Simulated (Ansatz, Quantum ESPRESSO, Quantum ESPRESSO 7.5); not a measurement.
**Band offsets of the Si/ZnS(110) superlattice, 5 + 5 layers, a = 5.351 Å**

How do the band edges meet in the Si/ZnS(110) superlattice, 5 + 5 layers, a = 5.351 Å?

Calculated with Quantum ESPRESSO 7.5; plane-wave DFT, LDA, GBRV ultrasoft pseudopotentials (cross-check by Ansatz 0.2.0 with PAW datasets).

**Measured values to reproduce.**

For Si/ZnS (heterojunction), “InterMat: Accelerating Band Offset Prediction in Semiconductor Interfaces with DFT and Deep Learning” (2024, arxiv:2401.02021) quotes earlier work: valence-band offset (size of the offset at Si/ZnS) 1.52 eV.

This is a report of a sequence of runs, with most program output left out.

## (1) Starting point

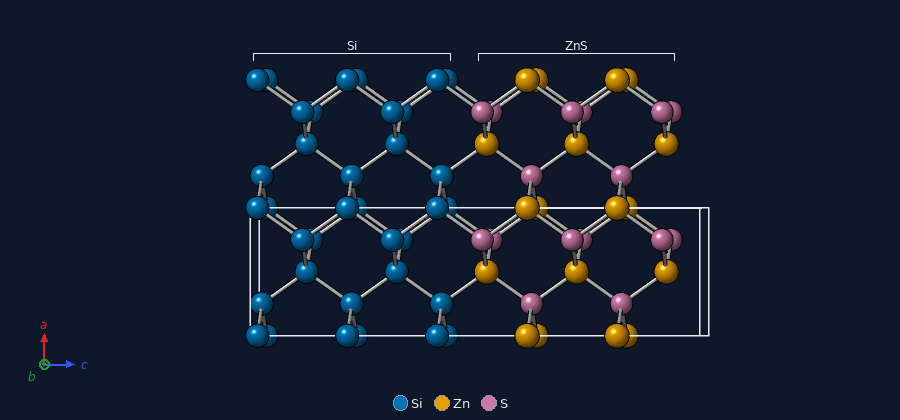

The starting structure, seen from the side, with the c axis across the page (silicon blue, zinc orange, sulfur pink). 2×1×1 cells are drawn. Some periodic images of atoms are drawn too.

The cell holds 20 atoms: 10 Si, 5 Zn and 5 S. Cell: a = 5.351 Å, b = 3.784 Å, c = 18.919 Å, α = 90.0°, β = 90.0°, γ = 90.0°. Regions: Si, 10 atoms (10 Si); ZnS, 10 atoms (5 Zn and 5 S). The structure's axis is c.

## (2) The superlattice in Ansatz, atoms held

The atoms stay on the ideal cubic sites, so that each half of the superlattice is the very crystal whose bulk edges are computed below.

The input, input.yaml:

```yaml
crystal:
  lattice:
    - [5.351, 0.0, 0.0]
    - [0.0, 3.7837283861, 0.0]
    - [0.0, 0.0, 18.9186419306]
  atoms:
    - { symbol: Si, position: [0.0, 0.0, 0.0] }
    - { symbol: Si, position: [0.25, 0.5, 0.0] }
    - { symbol: Si, position: [0.5, 0.5, 0.1] }
    - { symbol: Si, position: [0.75, 0.0, 0.1] }
    - { symbol: Si, position: [0.0, 0.0, 0.2] }
    - { symbol: Si, position: [0.25, 0.5, 0.2] }
    - { symbol: Si, position: [0.5, 0.5, 0.3] }
    - { symbol: Si, position: [0.75, 0.0, 0.3] }
    - { symbol: Si, position: [0.0, 0.0, 0.4] }
    - { symbol: Si, position: [0.25, 0.5, 0.4] }
    - { symbol: Zn, position: [0.5, 0.5, 0.5] }
    - { symbol: S, position: [0.75, 0.0, 0.5] }
    - { symbol: Zn, position: [0.0, 0.0, 0.6] }
    - { symbol: S, position: [0.25, 0.5, 0.6] }
    - { symbol: Zn, position: [0.5, 0.5, 0.7] }
    - { symbol: S, position: [0.75, 0.0, 0.7] }
    - { symbol: Zn, position: [0.0, 0.0, 0.8] }
    - { symbol: S, position: [0.25, 0.5, 0.8] }
    - { symbol: Zn, position: [0.5, 0.5, 0.9] }
    - { symbol: S, position: [0.75, 0.0, 0.9] }
kpoints:
  mp_grid: { grid: [6, 8, 1] }
hamiltonian:
  xc: lda
scf:
  occupations: { method: fermi_dirac, width: 0.02 }
  convergence: { dr2_threshold: 1.0e-08 }
output:
  eigenvalues: true
  write_potential: true
  write_density: true
  volumetric_format: npy
checkpoint:
  write: relax.run
  compress: false
  write_wavefunctions: false
```

Run with:

```console
$ ansatz run input.yaml --threads 4 --pin off --max-ram 8192MiB --backend cpu --events-out ev --progress --plain --runs-dir out
```

It took 17 s on 4 threads of Intel Xeon Platinum 8223CL at 3.00GHz (Skylake/Cascade Lake), shared host; peak memory 1.2 GiB; 66 s of CPU time.

Read from the output:

```
free energy         : -26672.1984 eV
Fermi energy        : 7.148 eV
gap by band count   : 0.7555 eV
symmetry operations : 4
```

## (3) SCF with pw.x of bulk Si

Each bulk is run alone at the common lattice constant, to place its band edges against its own mean potential.

Level of this step: plane-wave DFT, LDA, GBRV ultrasoft pseudopotentials (Quantum ESPRESSO 7.5).

System of this step: Si, diamond at a = 5.351 Å. Symmetry: Fd-3m, No. 227, cubic system. The conventional cell has a = 5.351 Å, b = 5.351 Å, c = 5.351 Å, α = 90.00°, β = 90.00°, γ = 90.00°. Nearest to Si lie 4 Si at 2.32 Å.

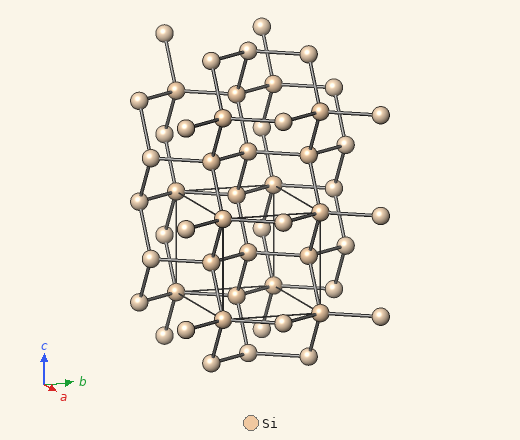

The cell of this step (silicon light orange). 1×1×2 cells are drawn. Some periodic images of atoms are drawn too.

The input, a.in:

```
&control
  prefix = 'a'
  outdir = './out'
  pseudo_dir = './pseudo'
  calculation = 'scf'
  tprnfor = .true.
/
&system
  ibrav = 0
  nat = 4
  ntyp = 1
  ecutwfc = 40
  ecutrho = 200
  occupations = 'smearing'
  smearing = 'fd'
  degauss = 0.002
/
&electrons
  conv_thr = 1e-07
  mixing_beta = 0.5
  electron_maxstep = 120
/
ATOMIC_SPECIES
  Si  28.0850  si_lda_v1.uspp.F.UPF
CELL_PARAMETERS angstrom
  5.35100000000000 0.00000000000000 0.00000000000000
  0.00000000000000 3.78372838612922 0.00000000000000
  0.00000000000000 0.00000000000000 3.78372838612922
ATOMIC_POSITIONS crystal
  Si  0.000000000000 0.000000000000 0.000000000000
  Si  0.250000000000 0.500000000000 0.000000000000
  Si  0.500000000000 0.500000000000 0.500000000000
  Si  0.750000000000 0.000000000000 0.500000000000
K_POINTS automatic
  6 8 8 0 0 0
```

Run with:

```console
$ OMP_NUM_THREADS=1 mpirun -n 4 pw.x -nk 4 -in a.in > a.out
```

It took 7.2 s on 4 MPI ranks; peak memory 0.34 GiB.

Read from the output:

```
free energy  : -524.0871 eV
Fermi energy : 6.680 eV
```

The run needed 7 iterations to bring the estimated error under 1e-07 Ry.

## (4) Bands along a path of bulk Si

The density is frozen and the levels are solved along a path.

a.bands.in is the input of step 3 with these lines changed:

```diff
@@ -1,7 +1,6 @@
 &control
-  prefix = 'a'
+  prefix = 'a.bands'
   outdir = './out'
   pseudo_dir = './pseudo'
-  calculation = 'scf'
-  tprnfor = .true.
+  calculation = 'bands'
 /
@@ -16,2 +15,3 @@
   degauss = 0.002
+  nbnd = 16
 /
@@ -33,3 +33,9 @@
   Si  0.750000000000 0.000000000000 0.500000000000
-K_POINTS automatic
-  6 8 8 0 0 0
+K_POINTS crystal_b
+6
+  0.0000000000 0.0000000000 0.0000000000 20
+  1.0000000000 0.0000000000 0.0000000000 1
+  0.0000000000 0.0000000000 0.0000000000 20
+  0.5000000000 0.0000000000 0.5000000000 1
+  0.0000000000 0.0000000000 0.0000000000 20
+  0.0000000000 0.5000000000 0.5000000000 1
```

Run with:

```console
$ cp -r out/a.save out/a.bands.save
$ cp out/a.xml out/a.bands.xml
$ OMP_NUM_THREADS=1 mpirun -n 4 pw.x -nk 4 -in a.bands.in > a.bands.out
```

It took 7.8 s on 4 MPI ranks; peak memory 0.25 GiB; 30 s of CPU time.

Numbers from this step:

| Quantity | Value |
| --- | --- |
| valence top, on the run's zero | 6.478 eV |
| conduction bottom, on the run's zero | 6.874 eV |
| gap by band count | 0.3955 eV |

Band numbers count within the set of bands kept for display; the cell holds two formula units, so the X point along 001 folds onto the zone centre. The electronic bands at the labelled points (eV, zero at the Fermi level, which the smearing puts inside the gap; v1 is the highest filled band, c1 the lowest empty one):

```tsv
point	v4	v3	v2	v1	c1	c2	c3	c4
L	-1.44	-1.44	-1.44	-1.44	1.38	1.38	3.08	3.08
Γ	-3.17	-0.20	-0.20	-0.20	0.32	0.32	2.34	2.34
X	-3.17	-3.17	-3.17	-3.17	0.32	0.32	0.32	0.32
```

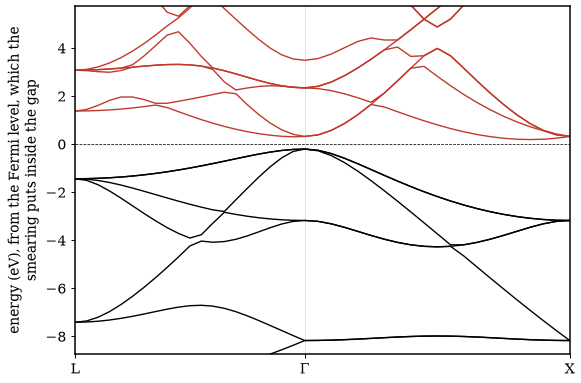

Electronic bands along the path; lines of filled and empty bands in two colours.

## (5) Potential by pp.x of bulk Si

plot_num = 11 writes the bare and Hartree potential, whose mean serves as the common reference.

The input, a.pot.in:

```
&inputpp
  prefix = 'a'
  outdir = './out'
  filplot = 'a.pot.dat'
  plot_num = 11
/
```

Run with:

```console
$ OMP_NUM_THREADS=1 mpirun -n 4 pp.x -in a.pot.in > a.pot.out
```

Elapsed: 1.1 s, on 4 MPI ranks; peak memory 0.09 GiB.

Electrostatic potential energy of an electron; zero at the Fermi level, which the smearing puts inside the gap. The potential energy, planar mean by z:

```tsv
z (Å)	potential energy, planar mean (eV)
0.00	-9.88
0.21	-8.83
0.42	-6.10
0.63	-3.06
0.84	-1.24
1.05	-1.24
1.26	-3.06
1.47	-6.10
1.68	-8.83
2.00	-9.61
2.21	-7.61
2.42	-4.51
2.63	-1.92
2.84	-1.02
3.05	-1.92
3.26	-4.51
3.47	-7.61
3.68	-9.61
```

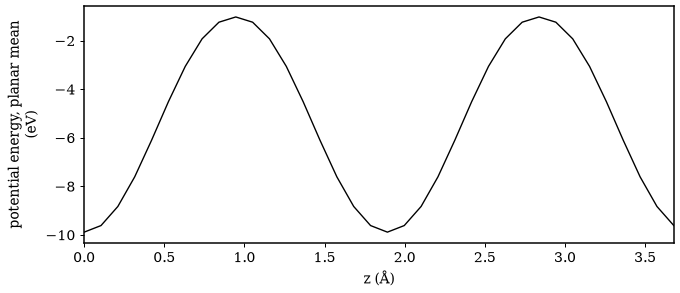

Potential energy, planar mean against z.

## (6) Planar and running averages of bulk Si

average.x takes the planar mean and smooths it over a window of one repeat.

The input, a.avg.in:

```
1
a.pot.dat
1.0
40
3
7.1502103798
```

Run with:

```console
$ OMP_NUM_THREADS=1 average.x < a.avg.in > a.avg.out
```

Elapsed: 0.78 s, on 1 MPI rank; peak memory 0.09 GiB.

This step gave:

```
average.x's running mean over the crystal, on the run's own zero                  : 1.310 eV
mean potential by an exact Fourier window over the crystal, on the run's own zero : 1.310 eV
```

Electrostatic potential energy of an electron; zero at the Fermi level, which the smearing puts inside the gap; window 3.7837 Å. The potential energy, running mean stays at -5.37 eV for z from 0 to 3.69 Å.

## (7) Ground state of bulk ZnS

System of this step: ZnS, zinc blende at a = 5.351 Å. It takes space group F-43m (No. 216, cubic). The conventional cell has a = 5.351 Å, b = 5.351 Å, c = 5.351 Å, α = 90.00°, β = 90.00°, γ = 90.00°. Nearest to Zn lie 4 S at 2.32 Å. S has 4 Zn at 2.32 Å nearest. Farther neighbours and most contacts between anions are not listed.

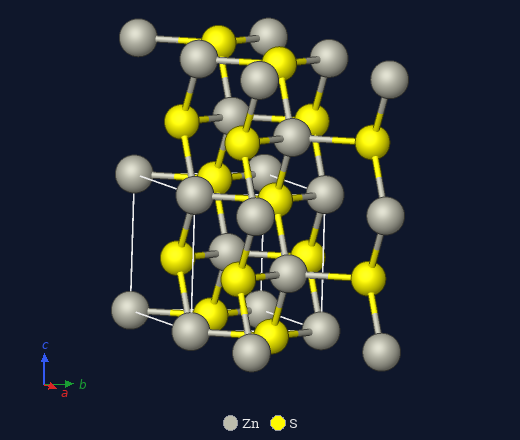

The cell of this step (zinc light grey, sulfur yellow). 2×1×2 cells are drawn. Some periodic images of atoms are drawn too.

The input, b.in:

```
&control
  prefix = 'b'
  outdir = './out'
  pseudo_dir = './pseudo'
  calculation = 'scf'
  tprnfor = .true.
/
&system
  ibrav = 0
  nat = 4
  ntyp = 2
  ecutwfc = 40
  ecutrho = 200
  occupations = 'smearing'
  smearing = 'fd'
  degauss = 0.002
/
&electrons
  conv_thr = 1e-07
  mixing_beta = 0.5
  electron_maxstep = 120
/
ATOMIC_SPECIES
  Zn  65.3800  zn_lda_v1.uspp.F.UPF
  S   32.0600  s_lda_v1.4.uspp.F.UPF
CELL_PARAMETERS angstrom
  5.35100000000000 0.00000000000000 0.00000000000000
  0.00000000000000 3.78372838612922 0.00000000000000
  0.00000000000000 0.00000000000000 3.78372838612922
ATOMIC_POSITIONS crystal
  Zn  0.000000000000 0.000000000000 0.000000000000
  S   0.250000000000 0.500000000000 0.000000000000
  Zn  0.500000000000 0.500000000000 0.500000000000
  S   0.750000000000 0.000000000000 0.500000000000
K_POINTS automatic
  6 8 8 0 0 0
```

Run with:

```console
$ OMP_NUM_THREADS=1 mpirun -n 4 pw.x -nk 4 -in b.in > b.out
```

The job ended after 17 s (4 MPI ranks; peak memory 0.39 GiB; 67 s of CPU time).

This step gave:

| Property | Result |
| --- | --- |
| free energy | -13209.7747 eV |
| Fermi energy | 7.462 eV |

## (8) Band structure of bulk ZnS

b.bands.in is the input of step 7 with these lines changed:

```diff
@@ -1,7 +1,6 @@
 &control
-  prefix = 'b'
+  prefix = 'b.bands'
   outdir = './out'
   pseudo_dir = './pseudo'
-  calculation = 'scf'
-  tprnfor = .true.
+  calculation = 'bands'
 /
@@ -16,2 +15,3 @@
   degauss = 0.002
+  nbnd = 34
 /
@@ -34,3 +34,9 @@
   S   0.750000000000 0.000000000000 0.500000000000
-K_POINTS automatic
-  6 8 8 0 0 0
+K_POINTS crystal_b
+6
+  0.0000000000 0.0000000000 0.0000000000 20
+  1.0000000000 0.0000000000 0.0000000000 1
+  0.0000000000 0.0000000000 0.0000000000 20
+  0.5000000000 0.0000000000 0.5000000000 1
+  0.0000000000 0.0000000000 0.0000000000 20
+  0.0000000000 0.5000000000 0.5000000000 1
```

Run with:

```console
$ cp -r out/b.save out/b.bands.save
$ cp out/b.xml out/b.bands.xml
$ OMP_NUM_THREADS=1 mpirun -n 4 pw.x -nk 4 -in b.bands.in > b.bands.out
```

Run time: 18 s. Hardware: 4 MPI ranks; peak memory 0.31 GiB; 72 s of CPU time.

Numbers from this step:

```
valence top, on the run's zero       : 6.894 eV
conduction bottom, on the run's zero : 8.874 eV
gap by band count                    : 1.980 eV
```

Band numbers count within the set of bands kept for display; the cell holds two formula units, so the X point along 001 folds onto the zone centre. Electronic bands along the path, in eV, zero at the Fermi level, which the smearing puts inside the gap; v1 is the highest filled band, c1 the lowest empty one:

```tsv
point	v4	v3	v2	v1	c1	c2	c3	c4
L	-1.49	-1.49	-1.49	-1.49	2.57	2.57	6.17	6.17
Γ	-2.93	-0.57	-0.57	-0.57	1.41	2.55	3.31	5.62
X	-2.93	-2.93	-2.93	-2.93	2.55	2.55	3.31	3.31
```

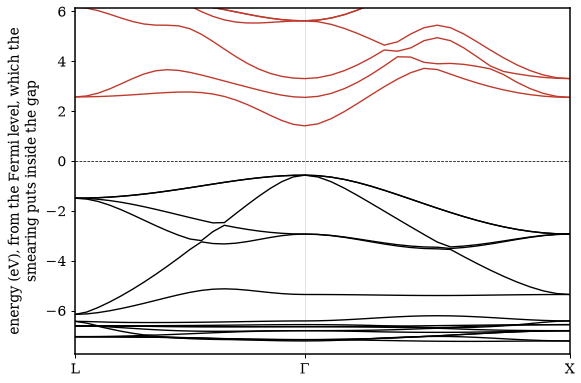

Electronic bands along the path; lines of filled and empty bands in two colours.

## (9) Potential by pp.x of bulk ZnS

The input, b.pot.in:

```
&inputpp
  prefix = 'b'
  outdir = './out'
  filplot = 'b.pot.dat'
  plot_num = 11
/
```

Run with:

```console
$ OMP_NUM_THREADS=1 mpirun -n 4 pp.x -in b.pot.in > b.pot.out
```

Elapsed: 1.3 s, on 4 MPI ranks; peak memory 0.09 GiB.

## (10) Planar and running averages of bulk ZnS

The input, b.avg.in:

```
1
b.pot.dat
1.0
40
3
7.1502103798
```

Run with:

```console
$ OMP_NUM_THREADS=1 average.x < b.avg.in > b.avg.out
```

The job ended after 0.76 s (1 MPI rank; peak memory 0.09 GiB).

Numbers from this step:

| Property | Result |
| --- | --- |
| average.x's running mean over the crystal, on the run's own zero | 3.611 eV |
| mean potential by an exact Fourier window over the crystal, on the run's own zero | 3.611 eV |

## (11) Ground state of the superlattice

The superlattice gives the step of the mean potential between the two crystals; (110) layers are neutral, so no field builds up.

System of this step: Si/ZnS(110) superlattice, 5 + 5 layers, a = 5.351 Å. The cell holds 20 atoms: 10 Si, 5 Zn and 5 S. Its edges and angles: a = 5.351 Å, b = 3.784 Å, c = 18.919 Å, α = 90.0°, β = 90.0°, γ = 90.0°. Regions: Si, 10 atoms (10 Si); ZnS, 10 atoms (5 Zn and 5 S). The structure's axis is c.

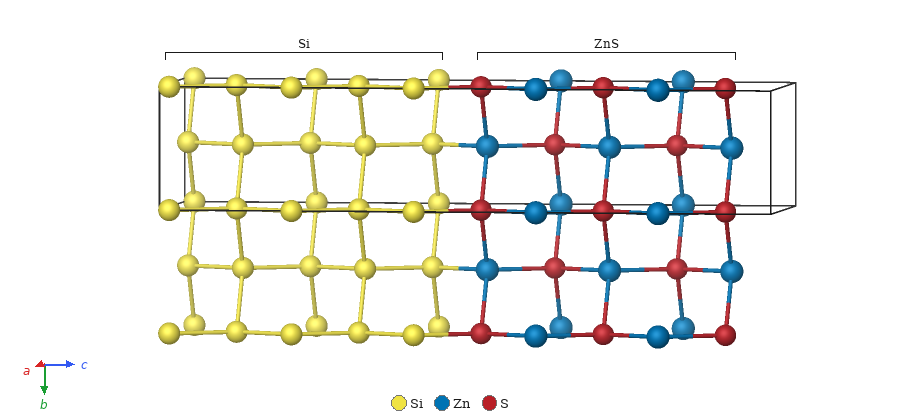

The cell of this step (silicon yellow, zinc blue, sulfur red). 1×2×1 cells are drawn. Some periodic images of atoms are drawn too.

The input, ab.in:

```
&control
  prefix = 'ab'
  outdir = './out'
  pseudo_dir = './pseudo'
  calculation = 'scf'
  tprnfor = .true.
/
&system
  ibrav = 0
  nat = 20
  ntyp = 3
  ecutwfc = 40
  ecutrho = 200
  occupations = 'smearing'
  smearing = 'fd'
  degauss = 0.002
/
&electrons
  conv_thr = 1e-07
  mixing_beta = 0.5
  electron_maxstep = 120
/
ATOMIC_SPECIES
  Si  28.0850  si_lda_v1.uspp.F.UPF
  Zn  65.3800  zn_lda_v1.uspp.F.UPF
  S   32.0600  s_lda_v1.4.uspp.F.UPF
CELL_PARAMETERS angstrom
  5.35100000000000 0.00000000000000 0.00000000000000
  0.00000000000000 3.78372838610000 0.00000000000000
  0.00000000000000 0.00000000000000 18.91864193060000
ATOMIC_POSITIONS crystal
  Si  0.000000000000 0.000000000000 0.000000000000
  Si  0.250000000000 0.500000000000 0.000000000000
  Si  0.500000000000 0.500000000000 0.100000000000
  Si  0.750000000000 0.000000000000 0.100000000000
  Si  0.000000000000 0.000000000000 0.200000000000
  Si  0.250000000000 0.500000000000 0.200000000000
  Si  0.500000000000 0.500000000000 0.300000000000
  Si  0.750000000000 0.000000000000 0.300000000000
  Si  0.000000000000 0.000000000000 0.400000000000
  Si  0.250000000000 0.500000000000 0.400000000000
  Zn  0.500000000000 0.500000000000 0.500000000000
  S   0.750000000000 0.000000000000 0.500000000000
  Zn  0.000000000000 0.000000000000 0.600000000000
  S   0.250000000000 0.500000000000 0.600000000000
  Zn  0.500000000000 0.500000000000 0.700000000000
  S   0.750000000000 0.000000000000 0.700000000000
  Zn  0.000000000000 0.000000000000 0.800000000000
  S   0.250000000000 0.500000000000 0.800000000000
  Zn  0.500000000000 0.500000000000 0.900000000000
  S   0.750000000000 0.000000000000 0.900000000000
K_POINTS automatic
  6 8 1 0 0 0
```

Run with:

```console
$ OMP_NUM_THREADS=1 mpirun -n 4 pw.x -nk 2 -in ab.in > ab.out
```

The job ended after 3.8 min (4 MPI ranks; peak memory 1.2 GiB; 15 min of CPU time).

This step gave:

```
free energy  : -34333.2735 eV
Fermi energy : 7.625 eV
```

The program's own clock; routines nest. Time by routine:

```tsv
routine	wall time (s)	calls
PWSCF	227.1	1
electrons	216	1
c_bands	182.1	13
cegterg	165.1	130
h_psi	104.8	829
fftw	75.55	85162
vloc_psi	71.42	829
sum_band	28.99	13
calbec	23.94	999
h_psi:calbec	16.82	829
add_vuspsi	15.08	829
s_psi	15.01	829
cdiaghg	9.66	809
init_run	6.79	1
```

The run needed 12 iterations to bring the estimated error under 1e-07 Ry; the largest force on any atom, held or free, is 0.83 eV/Å.

## (12) Electrostatic potential of the superlattice

The input, ab.pot.in:

```
&inputpp
  prefix = 'ab'
  outdir = './out'
  filplot = 'ab.pot.dat'
  plot_num = 11
/
```

Run with:

```console
$ OMP_NUM_THREADS=1 mpirun -n 4 pp.x -in ab.pot.in > ab.pot.out
```

The job ended after 1.9 s (4 MPI ranks; peak memory 0.14 GiB; 6.8 s of CPU time).

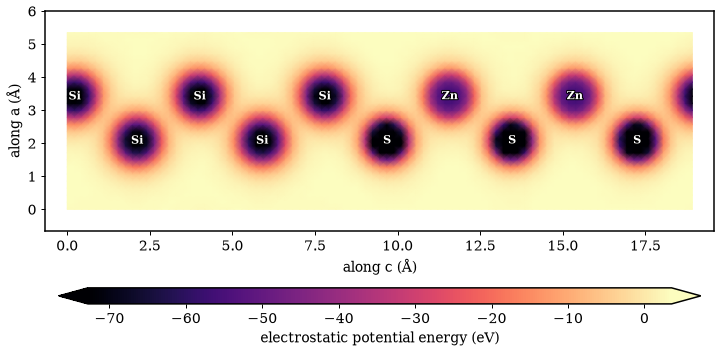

Electrostatic potential energy in the ca plane at fractional y = 0.000, with atoms of Si and S and Zn within 0.2 Å of it. With pseudopotentials it is smooth inside the atoms' cores, unlike the true potential. The map starts off the cell's origin, so that atoms lie inside it.

## (13) Macroscopic average of the superlattice

The input, ab.avg.in:

```
1
ab.pot.dat
1.0
200
3
7.1502103798
```

Run with:

```console
$ OMP_NUM_THREADS=1 average.x < ab.avg.in > ab.avg.out
```

It took 0.97 s on 1 MPI rank; peak memory 0.11 GiB.

This step gave:

- average.x's running mean in the Si layers, on the run's own zero: 2.161 eV
- slope of the running mean in the Si layers: 1.23e-4 eV/Å
- mean potential by an exact Fourier window in the Si layers, on the run's own zero: 2.161 eV
- average.x's running mean in the ZnS layers, on the run's own zero: 2.754 eV
- slope of the running mean in the ZnS layers: -5.80e-4 eV/Å
- mean potential by an exact Fourier window in the ZnS layers, on the run's own zero: 2.754 eV

Electrostatic potential energy of an electron; zero at the Fermi level; window 3.7837 Å. The potential energy, running mean by z:

```tsv
z (Å)	potential energy, running mean (eV)
0	-5.29
1	-5.42
2	-5.46
3	-5.47
4	-5.47
5	-5.46
6	-5.45
7	-5.34
8	-5.26
9	-5.05
10	-4.99
11	-4.89
12	-4.88
13	-4.86
14	-4.87
15	-4.89
16	-4.92
17	-5.03
18	-5.16
```

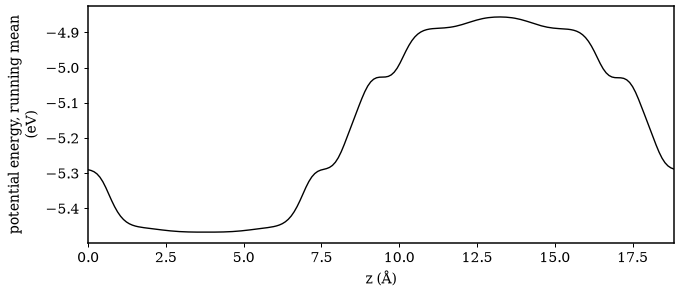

Potential energy, running mean, plotted against z.

(Continued in part 2 of 2.)

[Logs are printed without paths, hosts, clocks, repeated set-up lines and the standing remarks that a program may print on its own settings, such as how far it seeks lower states.]

[Hosts, paths, dates, database ids (printed as entryN), source tags and the programs' standing remarks are cut or masked in the printed files.]

[Maps of the electrostatic potential energy from Ansatz leave out the sawtooth potential of an applied field or a dipole correction, so their vacuum need not be flat; planar profiles and work functions include it.]
